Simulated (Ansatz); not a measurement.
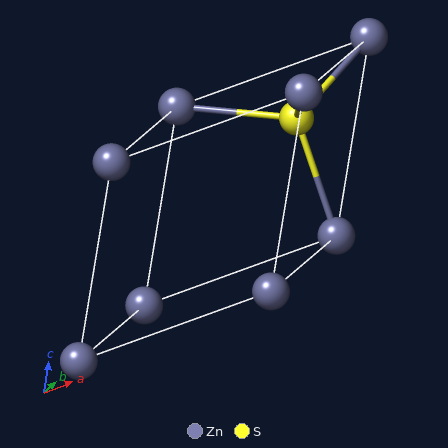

System: a slab cut from ZnS (slab content Zn₆S₆), space group F-43m (No. 216). The picture shows the bulk cell.

Starting cell:
```xyz
2
Lattice="0.0000 2.7216 2.7216 2.7216 0.0000 2.7216 2.7216 2.7216 0.0000" Properties=species:S:1:pos:R:3 pbc="T T T"
Zn    0.0000    0.0000    0.0000
S     4.0823    4.0823    4.0823
```

One of the inputs:
```
crystal:
  lattice:
    - [3.8488726981, 0.0, 0.0]
    - [0.0, 5.4431279695, 0.0]
    - [0.0, 0.0, 24.6221817452]
  atoms:
    - { symbol: Zn, position: [0.5, 0.5, 0.3046033888] }
    - { symbol: S, position: [0.0, 0.25, 0.3046033888] }
    - { symbol: Zn, position: [0.0, 0.0, 0.3827620333] }
    - { symbol: S, position: [0.5, 0.75, 0.3827620333] }
    - { symbol: Zn, position: [0.5, 0.5, 0.4609206778] }
    - { symbol: S, position: [0.0, 0.25, 0.4609206778] }
    - { symbol: Zn, position: [0.0, 0.0, 0.5390793222] }
    - { symbol: S, position: [0.5, 0.75, 0.5390793222] }
    - { symbol: Zn, position: [0.5, 0.5, 0.6172379667] }
    - { symbol: S, position: [0.0, 0.25, 0.6172379667] }
    - { symbol: Zn, position: [0.0, 0.0, 0.6953966112] }
    - { symbol: S, position: [0.5, 0.75, 0.6953966112] }
basis:
  ecutwfc: 420
kpoints:
  mp_grid: { grid: [7, 5, 1] }
hamiltonian:
  xc: pbe
scf:
  occupations: { method: gaussian, width: 0.05 }
output:
  forces: true
  eigenvalues: true
  write_density: true
  write_potential: true
  elf: true
  volumetric_format: npy
relax:
  adjacent_minimum: "off"
  f_tol: 0.02
  max_steps: 60
efield:
  axis: 3
  dipole_correction: true
  ramp_width: 0.04
```

Launched with:
```bash
ansatz run input.yaml --threads 1 --pin off --max-ram 2560MiB --backend cpu --events-out ev --progress --plain --runs-dir out
```

Computed with Ansatz 0.2.0: spacing and rumpling of the atomic planes of a slab cut from the relaxed bulk cell along the Miller plane (conventional indices), bottom to top, after all atoms relax, plane waves with PAW datasets, Γ-centred k mesh. Level: PBE, no spin polarisation.

```
                               setting             value
space group in which the indices count               216
                        Miller index h                 1
                        Miller index k                 1
                        Miller index l                 0
                             top plane               ZnS
                          bottom plane               ZnS
                                planes                 6
                          surface cell            (1, 1)
                 slab thickness as cut            9.62 Å
                                vacuum              15 Å
                          surface area          20.95 Å²
                             surface a           3.849 Å
                             surface b           5.443 Å
                         surface angle              90 °
                            slab atoms                12
                           wave cutoff            420 eV
                                k mesh             7×5×1
                           occupations          Gaussian
                        smearing width           0.05 eV
                              boundary  dipole corrected
```

Describe the result: the spacing change of each pair of planes. The cases: 1–2; 2–3; 3–4; 4–5; 5–6.

The least value, −0.190 Å, is that of 1–2 and 5–6, and the largest, 0.046 Å, that of 2–3 and 4–5.

```json
{"pair of planes": "1–2", "spacing change (Å)": "-0.190", "spacing to next (Å)": "1.735"}
{"pair of planes": "2–3", "spacing change (Å)": "0.046", "spacing to next (Å)": "1.970"}
{"pair of planes": "3–4", "spacing change (Å)": "-0.011", "spacing to next (Å)": "1.913"}
{"pair of planes": "4–5", "spacing change (Å)": "0.046", "spacing to next (Å)": "1.970"}
{"pair of planes": "5–6", "spacing change (Å)": "-0.190", "spacing to next (Å)": "1.735"}
```

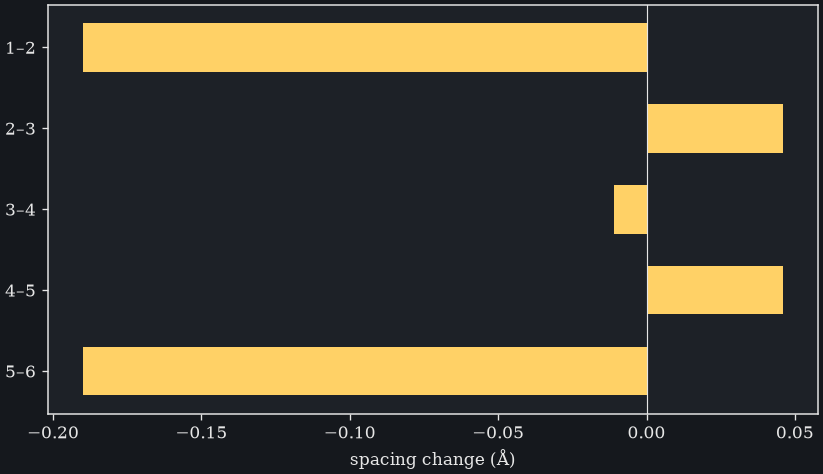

Note: odd k mesh can miss points on the zone edge; xc potential rough in thin density.
